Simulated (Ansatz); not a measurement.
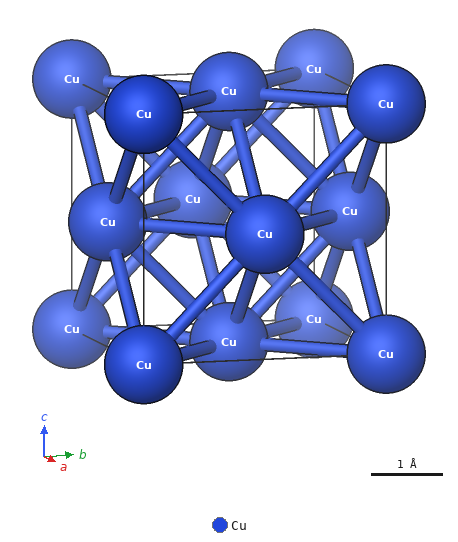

*The starting structure (ball-and-stick view of the cell 4 times as large as that of the calculation, set on its symmetry axes, seen slightly off an axis).*

Near neighbours in the crystal (not all of them lie inside the picture): Cu has 12 Cu at 2.53 Å.

Run report: Cu, geometry relaxation

System: Cu (Fm-3m, 1 atom in the cell).
Method: DFT PBEsol, scalar-relativistic, plane waves, PAW, no spin polarisation (Ansatz 0.2.0).

The structure derives from a Materials Project entry.

### Output
```
Engine: ansatz 0.2.0, x86_64-unknown-linux-gnu
Pseudopotentials: kind: paw
Pseudopotential: Cu, paw, valence charge 19, recommended cutoff 420 eV (normal), Cu.paw.azcp
Functional definition: PBEsol
  exchange = pbesol_x
  correlation = pbesol_c
Crystal: 1 atoms, lattice volume = 11.446 Å³
Basis set: ecut = 420 eV, 229 PW (Γ), exchange–correlation on 36×36×36 points (8 copies of the dense FFT grid, shifted against one another)
Bands: 14, of which v1, the nominal top of the filled ones, is band 10 counted from 1 (9 counted from 0)
Symmetry: 48 space group operations
Space group: Fm-3m (ITA 225), of the structure as read, at distance tolerance 2.3e-5 Å
k-points: 256 of 8000
Non-local potential: Cu, projectors of the file, l = 0: 3, l = 1: 2, l = 2: 3, l = 3: 1
PAW form: soft (Blöchl's): semilocal exchange-correlation on the pseudo side does not see the compensation charge
PAW frozen core: Cu, regenerated for the run's functional, and the local potential with it (the file was generated under x = pbe(κ = 0.804, μ = 0.2195149727645171), c = pbe(β = 0.06672455060314922))
PAW one-centre angular grid: Cu, 590 points (default); XC on 64 Gauss nodes
Initial density: superposition of atomic densities (neutral atoms: chi_scale 0, normalization atom), corrected by the library's trained network
Initial wavefunctions: pseudopotential atomic-orbital guess
Functional: x = pbesol(κ = 0.804, μ = 0.12345679012345678), c = pbesol(β = 0.046)
SCF iter   1: F=—  HF=-6588.779436 eV  |F-HF|=—  |Δ(HF+E_count)|=         —  Δρ=2.04e-2  dr2=2.46e-2  ethr=1.77e-3  ⟨swp⟩=5.2  Hψ=17879  notcnv=0
preconditioner: auto → none  [metal: Δε(μ)=0.015 eV  Ē_g=17.290 eV  σ=0.100 eV  W_gap=0.09  n_scr=0 (ndim 8)  ℏωp=36.4 eV  f_vac=0.000  D(μ)=0.28/eV (n_scr^D=0)]
SCF iter   2: F=—  HF=-6588.773639 eV  |F-HF|=—  |Δ(HF+E_count)|=   5.80e-3  Δρ=9.62e-4  dr2=4.51e-5  ethr=1.29e-4  ⟨swp⟩=2.8  Hψ=7623  notcnv=0  defer=93
SCF iter   3: F=—  HF=-6588.773621 eV  |F-HF|=—  |Δ(HF+E_count)|=   1.81e-5  Δρ=9.26e-4  dr2=3.83e-5  ethr=2.37e-7  ⟨swp⟩=2.0  Hψ=5933  notcnv=0  defer=93
SCF iter   4: F=—  HF=-6588.773644 eV  |F-HF|=—  |Δ(HF+E_count)|=   2.34e-5  Δρ=6.55e-5  dr2=1.88e-7  ethr=2.01e-7  ⟨swp⟩=1.0  Hψ=3482  notcnv=0  defer=93
iter 5 did not close the SCF: its close was put off for the readings that it lacked (scf_convergence_deferred on its scf_iter line)
SCF iter   5: F=-6588.773644 eV  HF=-6588.773644 eV  |F-HF|=6.00e-11  |Δ(HF+E_count)|=   3.39e-7  Δρ=2.75e-6  dr2=4.17e-10  ethr=9.90e-10  ⟨swp⟩=2.3  Hψ=4984  notcnv=0  defer=93
SCF iter   6: F=-6588.773644 eV  HF=-6588.773644 eV  |F-HF|=9.09e-13  |Δ(HF+E_count)|=  6.64e-11  Δρ=1.42e-7  dr2=6.55e-13  ethr=2.19e-12  ⟨swp⟩=5.2  Hψ=18109  notcnv=0
SCF 1 converged in 6 iterations: F = -6588.773644 eV  dr2 = 6.55e-13
  greatest PAW one-centre occupation: 1.000 electrons in one spin orbital (limit 2), on the Cu atom at site 0 (counted from 0), in its partial waves of l = 0
relax step   1: F+E_penalty+E_count = -6588.77364400 eV  Δ(F+E_penalty+E_count) = +0.000e0 eV  max|allowed force component| = 0.000e0 eV/Å  Δτ_max = 0.0000 Å  P = -1.890 GPa  Ω = 11.446 Å³  (6 SCF iters, accepted)
Crystal: 1 atoms, lattice volume = 11.381 Å³
Initial density: handed on by an earlier stage of this run
Initial wavefunctions: those handed on with the density
iter 1 solved again at ethr=2.05e-6 eV; its pass at ethr=3.10e-3 eV (dr2=3.89e-4 eV) is discarded
SCF iter   1: F=—  HF=-6588.774356 eV  |F-HF|=—  |Δ(HF+E_count)|=         —  Δρ=2.27e-3  dr2=3.73e-4  ethr=2.05e-6  ⟨swp⟩=1.5  Hψ=20549  notcnv=0
preconditioner: auto → none  [metal: Δε(μ)=0.066 eV  Ē_g=17.436 eV  σ=0.100 eV  W_gap=0.34  n_scr=0 (ndim 8)  ℏωp=36.5 eV  f_vac=0.000  D(μ)=0.27/eV (n_scr^D=0)]
SCF iter   2: F=—  HF=-6588.774280 eV  |F-HF|=—  |Δ(HF+E_count)|=   7.60e-5  Δρ=1.76e-4  dr2=2.06e-6  ethr=1.97e-6  ⟨swp⟩=2.1  Hψ=4899  notcnv=0
SCF iter   3: F=—  HF=-6588.774277 eV  |F-HF|=—  |Δ(HF+E_count)|=   3.22e-6  Δρ=1.19e-4  dr2=1.33e-6  ethr=1.08e-8  ⟨swp⟩=2.0  Hψ=5858  notcnv=0
iter 4 did not close the SCF: its close was put off for the readings that it lacked (scf_convergence_deferred on its scf_iter line)
SCF iter   4: F=-6588.774276 eV  HF=-6588.774276 eV  |F-HF|=1.59e-8  |Δ(HF+E_count)|=   3.59e-7  Δρ=1.50e-5  dr2=5.33e-9  ethr=7.00e-9  ⟨swp⟩=2.4  Hψ=5016  notcnv=0
iter 5 did not close the SCF: its close was put off for the readings that it lacked (scf_convergence_deferred on its scf_iter line)
SCF iter   5: F=-6588.774276 eV  HF=-6588.774276 eV  |F-HF|=1.24e-10  |Δ(HF+E_count)|=   2.24e-8  Δρ=7.61e-7  dr2=4.04e-11  ethr=2.80e-11  ⟨swp⟩=2.0  Hψ=6034  notcnv=0
SCF iter   6: F=-6588.774276 eV  HF=-6588.774276 eV  |F-HF|=9.09e-13  |Δ(HF+E_count)|=  2.09e-11  Δρ=4.22e-8  dr2=9.17e-14  ethr=1.00e-12  ⟨swp⟩=3.9  Hψ=15177  notcnv=0
SCF 2 converged in 6 iterations: F = -6588.774276 eV  dr2 = 9.17e-14
relax step   2: F+E_penalty+E_count = -6588.77427636 eV  Δ(F+E_penalty+E_count) = -6.324e-4 eV  max|allowed force component| = 0.000e0 eV/Å  Δτ_max = 0.0000 Å  P = -0.975 GPa  Ω = 11.381 Å³  energy of the carried Pulay correction = +4.783e-5 eV  (6 SCF iters, accepted)
Crystal: 1 atoms, lattice volume = 11.312 Å³
iter 1 solved again at ethr=2.27e-6 eV; its pass at ethr=3.10e-3 eV (dr2=4.32e-4 eV) is discarded
SCF iter   1: F=—  HF=-6588.774626 eV  |F-HF|=—  |Δ(HF+E_count)|=         —  Δρ=2.40e-3  dr2=4.15e-4  ethr=2.27e-6  ⟨swp⟩=1.4  Hψ=20507  notcnv=0
preconditioner: auto → none  [metal: Δε(μ)=0.065 eV  Ē_g=17.509 eV  σ=0.100 eV  W_gap=0.34  n_scr=0 (ndim 8)  ℏωp=36.6 eV  f_vac=0.000  D(μ)=0.27/eV (n_scr^D=0)]
SCF iter   2: F=—  HF=-6588.774540 eV  |F-HF|=—  |Δ(HF+E_count)|=   8.54e-5  Δρ=1.86e-4  dr2=2.27e-6  ethr=2.19e-6  ⟨swp⟩=2.1  Hψ=4900  notcnv=0
SCF iter   3: F=—  HF=-6588.774533 eV  |F-HF|=—  |Δ(HF+E_count)|=   7.24e-6  Δρ=1.26e-4  dr2=1.47e-6  ethr=1.19e-8  ⟨swp⟩=2.0  Hψ=5853  notcnv=0
iter 4 did not close the SCF: its close was put off for the readings that it lacked (scf_convergence_deferred on its scf_iter line)
SCF iter   4: F=-6588.774533 eV  HF=-6588.774532 eV  |F-HF|=1.86e-8  |Δ(HF+E_count)|=   3.94e-7  Δρ=1.61e-5  dr2=6.13e-9  ethr=7.74e-9  ⟨swp⟩=2.6  Hψ=4981  notcnv=0
iter 5 did not close the SCF: its close was put off for the readings that it lacked (scf_convergence_deferred on its scf_iter line)
SCF iter   5: F=-6588.774533 eV  HF=-6588.774533 eV  |F-HF|=1.21e-10  |Δ(HF+E_count)|=   2.64e-8  Δρ=7.03e-7  dr2=3.83e-11  ethr=3.23e-11  ⟨swp⟩=2.0  Hψ=6034  notcnv=0
SCF iter   6: F=-6588.774533 eV  HF=-6588.774533 eV  |F-HF|=1.82e-12  |Δ(HF+E_count)|=  1.82e-11  Δρ=4.39e-8  dr2=1.18e-13  ethr=1.00e-12  ⟨swp⟩=3.9  Hψ=15197  notcnv=0
SCF 3 converged in 6 iterations: F = -6588.774533 eV  dr2 = 1.18e-13
relax step   3: F+E_penalty+E_count = -6588.77453251 eV  Δ(F+E_penalty+E_count) = -2.562e-4 eV  max|allowed force component| = 0.000e0 eV/Å  Δτ_max = 0.0000 Å  P = +0.024 GPa  Ω = 11.312 Å³  energy of the carried Pulay correction = +9.851e-5 eV  (6 SCF iters, accepted)
Initial wavefunctions: pseudopotential atomic-orbital guess (no wavefunctions were taken with the density)
iter 1 solved again at ethr=1.35e-10 eV; its pass at ethr=3.10e-3 eV (dr2=2.56e-8 eV) is discarded
SCF iter   1: F=—  HF=-6588.774424 eV  |F-HF|=—  |Δ(HF+E_count)|=         —  Δρ=3.22e-5  dr2=1.43e-8  ethr=1.35e-10  ⟨swp⟩=4.1  Hψ=30988  notcnv=0
preconditioner: auto → none  [metal: Δε(μ)=0.066 eV  Ē_g=17.523 eV  σ=0.100 eV  W_gap=0.34  n_scr=0 (ndim 8)  ℏωp=36.6 eV  f_vac=0.000  D(μ)=0.27/eV (n_scr^D=0)]
SCF iter   2: F=—  HF=-6588.774423 eV  |F-HF|=—  |Δ(HF+E_count)|=   5.11e-7  Δρ=1.86e-5  dr2=1.53e-8  ethr=7.50e-11  ⟨swp⟩=2.0  Hψ=5837  notcnv=0
SCF iter   3: F=—  HF=-6588.774423 eV  |F-HF|=—  |Δ(HF+E_count)|=   3.10e-9  Δρ=6.56e-6  dr2=1.58e-9  ethr=7.50e-11  ⟨swp⟩=1.6  Hψ=4096  notcnv=0
SCF iter   4: F=—  HF=-6588.774423 eV  |F-HF|=—  |Δ(HF+E_count)|=  4.66e-10  Δρ=7.16e-7  dr2=1.18e-11  ethr=8.31e-12  ⟨swp⟩=2.2  Hψ=5124  notcnv=0
iter 5 did not close the SCF: its close was put off for the readings that it lacked (scf_convergence_deferred on its scf_iter line)
SCF iter   5: F=-6588.774423 eV  HF=-6588.774423 eV  |F-HF|=0.00e0  |Δ(HF+E_count)|=  9.09e-12  Δρ=2.76e-8  dr2=3.22e-14  ethr=1.00e-12  ⟨swp⟩=1.0  Hψ=3584  notcnv=0
iter 6 did not close the SCF: its close was put off for the readings that it lacked (scf_convergence_deferred on its scf_iter line)
SCF iter   6: F=-6588.774423 eV  HF=-6588.774423 eV  |F-HF|=9.09e-13  |Δ(HF+E_count)|=    0.00e0  Δρ=2.70e-9  dr2=2.04e-16  ethr=1.00e-12  ⟨swp⟩=1.0  Hψ=3584  notcnv=0
iter 7 did not close the SCF: its close was put off for the readings that it lacked (scf_convergence_deferred on its scf_iter line)
SCF iter   7: F=-6588.774423 eV  HF=-6588.774423 eV  |F-HF|=0.00e0  |Δ(HF+E_count)|=    0.00e0  Δρ=6.97e-11  dr2=1.75e-19  ethr=1.00e-12  ⟨swp⟩=1.0  Hψ=3584  notcnv=0
iter 8 did not close the SCF: its close was put off for the readings that it lacked (scf_convergence_deferred on its scf_iter line)
SCF iter   8: F=-6588.774423 eV  HF=-6588.774423 eV  |F-HF|=9.09e-13  |Δ(HF+E_count)|=  9.09e-13  Δρ=1.36e-11  dr2=5.93e-21  ethr=1.00e-12  ⟨swp⟩=1.0  Hψ=3584  notcnv=0
SCF iter   9: F=-6588.774423 eV  HF=-6588.774423 eV  |F-HF|=9.09e-13  |Δ(HF+E_count)|=    0.00e0  Δρ=2.34e-12  dr2=1.27e-22  ethr=1.00e-12  ⟨swp⟩=1.1  Hψ=8241  notcnv=0
SCF 4 converged in 9 iterations: F = -6588.774423 eV  dr2 = 1.27e-22
relax step   4: F+E_penalty+E_count = -6588.77442317 eV  Δ(F+E_penalty+E_count) = +1.093e-4 eV  max|allowed force component| = 0.000e0 eV/Å  Δτ_max = 0.0000 Å  P = +0.036 GPa  Ω = 11.312 Å³  stress off target by 3.65e-2 GPa  SCF on the basis re-selected at this cell (its energy is not comparable with the rows above)  (9 SCF iters)
```

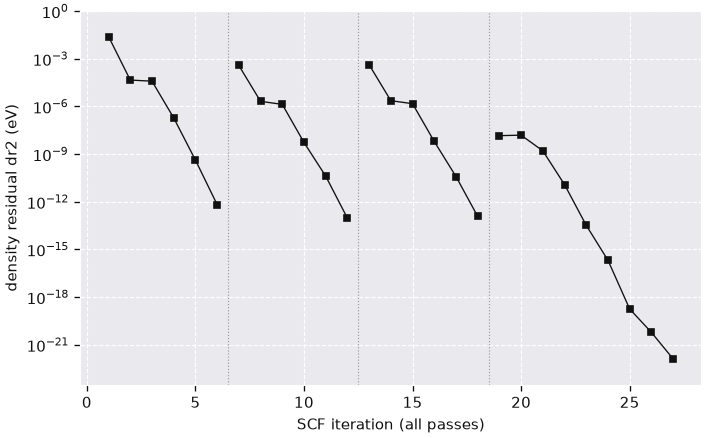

*Convergence of the self-consistent field: density residual dr2 against the SCF iteration. The dotted lines part the SCF passes of the relaxation: geometry steps, rejected trials and re-solves on a re-selected basis.*

The passes take 6, 6, 6 and 9 iterations.

```
basis re-selected at this cell: Δ(F+E_penalty+E_count) = +1.093e-4 eV, ΔP = +0.013 GPa vs the last step (what re-selecting the basis moved, of the pressure what is left beyond the Pulay correction that the steps carried, after the strain that the cell walked since its last selection, with what the two solves' SCF thresholds leave and, on support functions, any second-order correction that the steps lacked; it is no measure of the basis error at this ecutwfc). This SCF's stress stands 3.65e-2 GPa from its target on what of the cell is left free (relax.cell.stress_tol is 5.00e-2 GPa) and its largest allowed force component is 0.00e0 eV/Å (relax.f_tol is 5.00e-3 eV/Å): within both
SCF converged after 9 iterations
Free energy (F): -6588.774423 eV
Harris-Foulkes:  -6588.774423 eV  (|F-HF|=9.09e-13)
Internal energy: -6588.773091 eV  (E = F + TS)
E sigma→0 (E₀):  -6588.773757 eV
Entropy (-TS):   -0.001332 eV (-1.332 meV/atom)
Fermi energy:    17.503187 eV
--- Per-component energies (eV) ---
  E_band       = -345.465384
  E_kinetic    = 300.650418
  E_local      = -3969.772080  (includes V_loc(G=0)·N_el)
  E_nonlocal   = 391.069601
  E_hartree    = 1748.459998
  E_xc         = -89.405860
  E_vxc        = -115.895393  (∫ρ·V_xc dr)
  E_paw        = -1625.805037  (= ΣΔE_a)
  E_vpaw       = -448.438142  (= ΣTr[D̂ρ^β])
  E_aug_tail   = 0.000218  (compensation charges beyond the density's cutoff)
  E_ewald      = -3344.176550
  E_core_change = 0.206202  (= ΣΔE_core)
  E_smearing   = -0.001332  (= −TS)
  E_closure    = -0.000000  (closes the sum)
  Σ components = -6588.774423   (vs F -6588.774423, Δ=0.00e0)
--- Forces (eV/Å), atoms counted from 1 ---
  atom   1  Cu    -0.00000000    -0.00000000     0.00000000
  max |Σ_I F_I| component: 1.56e-31 eV/Å
--- Stress (GPa, compression-positive) ---
        0.036474      -0.000000       0.000000
       -0.000000       0.036474      -0.000000
        0.000000      -0.000000       0.036474
  P = ⅓ Tr σ = 0.0365 GPa (0.365 kbar)
--- Band table (eV; the first three rows and the last of 256) ---
  k-point 0: bands = ["-94.8276", "-52.2789", "-52.2789", "-52.2789", "7.7480", "14.3930", "14.3930", "14.3930", "15.2952", "15.2952", "40.4644", "43.2846", "43.2846", "43.2846"]
  k-point 1: bands = ["-94.8271", "-52.2820", "-52.2793", "-52.2793", "7.8422", "14.3716", "14.4120", "14.4120", "15.2875", "15.2875", "39.9927", "42.0116", "42.9741", "42.9741"]
  k-point 2: bands = ["-94.8259", "-52.2912", "-52.2807", "-52.2807", "8.1223", "14.3120", "14.4627", "14.4627", "15.2701", "15.2701", "38.0086", "41.2859", "42.3755", "42.3755"]
  k-point 255: bands = ["-94.8048", "-52.3647", "-52.3647", "-52.3288", "13.1724", "13.8281", "13.8281", "15.2448", "16.0637", "23.8478", "23.8478", "26.0326", "26.6441", "46.2977"]
--- Relaxed structure (3 steps of the walk, 3 accepted, 1 SCFs on fresh bases) ---
  F+E_penalty+E_count = -6588.77442317 eV   max|allowed force component| = 0.000e0 eV/Å   (the final SCF, on the basis selected at the relaxed cell)
  cell:  # Å, volume = 11.3120 Å³
    - [4.4982581227906377e-35, 1.7817061891273964, 1.7817061891273964]
    - [1.7817061891273964, 8.160556771434344e-35, 1.7817061891273964]
    - [1.7817061891273964, 1.7817061891273964, -1.3534581962378907e-35]
  atoms:
    - { symbol: Cu, position: [0.0, 0.0, 0.0] }
```

### Trajectory as extended XYZ (Å, eV, eV/Å), 4 frames, from step=1 to step=4
```
1
Lattice="0.0000 1.7887 1.7887 1.7887 0.0000 1.7887 1.7887 1.7887 0.0000" Properties=species:S:1:pos:R:3:forces:R:3 step=1 energy=-6588.77364 pressure_GPa=-1.89
Cu    0.0000    0.0000    0.0000    0.0000   0.0000   0.0000
1
Lattice="0.0000 1.7853 1.7853 1.7853 0.0000 1.7853 1.7853 1.7853 0.0000" Properties=species:S:1:pos:R:3:forces:R:3 step=2 energy=-6588.77428 pressure_GPa=-0.97
Cu    0.0000    0.0000    0.0000    0.0000   0.0000   0.0000
1
Lattice="0.0000 1.7817 1.7817 1.7817 0.0000 1.7817 1.7817 1.7817 0.0000" Properties=species:S:1:pos:R:3:forces:R:3 step=3 energy=-6588.77453 pressure_GPa=0.02
Cu    0.0000    0.0000    0.0000    0.0000   0.0000   0.0000
1
Lattice="0.0000 1.7817 1.7817 1.7817 0.0000 1.7817 1.7817 1.7817 0.0000" Properties=species:S:1:pos:R:3:forces:R:3 step=4 energy=-6588.77442 pressure_GPa=0.04
Cu    0.0000    0.0000    0.0000    0.0000   0.0000   0.0000
```

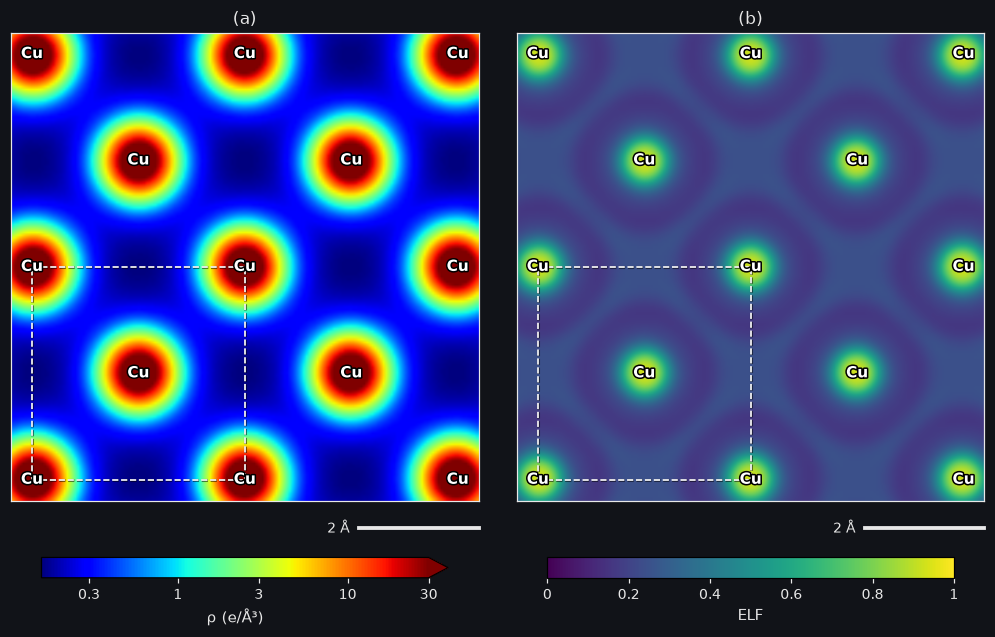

*(a) valence electron density; (b) ELF on the (100) plane of the conventional cell.*

Atoms in the plane: Cu. Cu–Cu (2.52 Å): ρ is about 0.29 e/Å³ halfway; the ELF is about 0.20 at the midpoint; no shared electron pair. Away from the nuclei the density in this plane falls to 0.16 e/Å³ at its lowest. The strong features right at Cu lie inside the PAW spheres (semicore, d or f shells) and say nothing about bonding. The fields are those of the smooth PAW valence density.

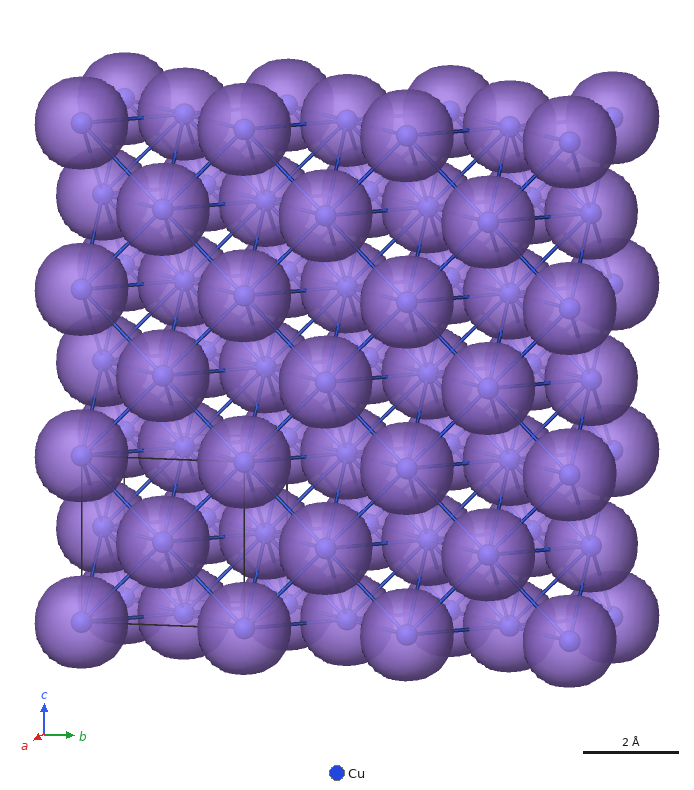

*Isosurface of the valence charge density (pseudo) at 0.4 e/Å³ (purple), seen slightly off an axis. Sticks mark near contacts. The outline is the cell set on symmetry axes.*

At this value the density breaks into separate islands; it holds about 90 % of the electrons treated as valence (semicore included). It is pinched off along the Cu–Cu (2.52 Å) contacts. On the grid the lowest density along these lines, outside the cores, is 0.29 e/Å³ (Cu–Cu, 2.52 Å).

The run was set up as follows.

### The input
```yaml
crystal:
  lattice:
    - [0.0, 1.78871534, 1.78871534]
    - [1.78871534, 0.0, 1.78871534]
    - [1.78871534, 1.78871534, 0.0]
  atoms:
    - { symbol: Cu, position: [0.0, 0.0, 0.0] }
basis:
  ecutwfc: 420
kpoints:
  mp_grid: { grid: [20, 20, 20] }
hamiltonian:
  xc: pbesol
scf:
  occupations: { method: gaussian, width: 0.1 }
output:
  forces: true
  stress: true
  eigenvalues: true
  write_density: true
  write_potential: true
  elf: true
  volumetric_format: npy
relax:
  adjacent_minimum: "off"
  f_tol: 0.005
  max_steps: 80
  cell: { stress_tol: 0.05 }
```

Command:
```bash
ansatz run input.yaml --threads 4 --pin off --max-ram 8192MiB --backend cpu --events-out ev --progress --plain --runs-dir out
```

### Results in brief

```csv
quantity,value
outcome,converged
space group (tolerance 0.01 Å),Fm-3m (225)
electrons treated,19
free energy,−6588.7744 eV
Fermi energy,17.503 eV
gap on the k-point mesh,none (metallic)
pressure,0.04 GPa
final volume,11.31 Å³
largest force (length of the vector) at the end,under 0.001 eV/Å
final cell,"a = 2.520 Å, b = 2.520 Å, c = 2.520 Å, α = 60.00°, β = 60.00°, γ = 60.00°"
hardware,"4 threads of Intel Xeon @ 2.70GHz, 189 GiB of memory available, shared host"
wall time,5.8 s (CPU time 18 s)
peak memory,0.38 GiB
```
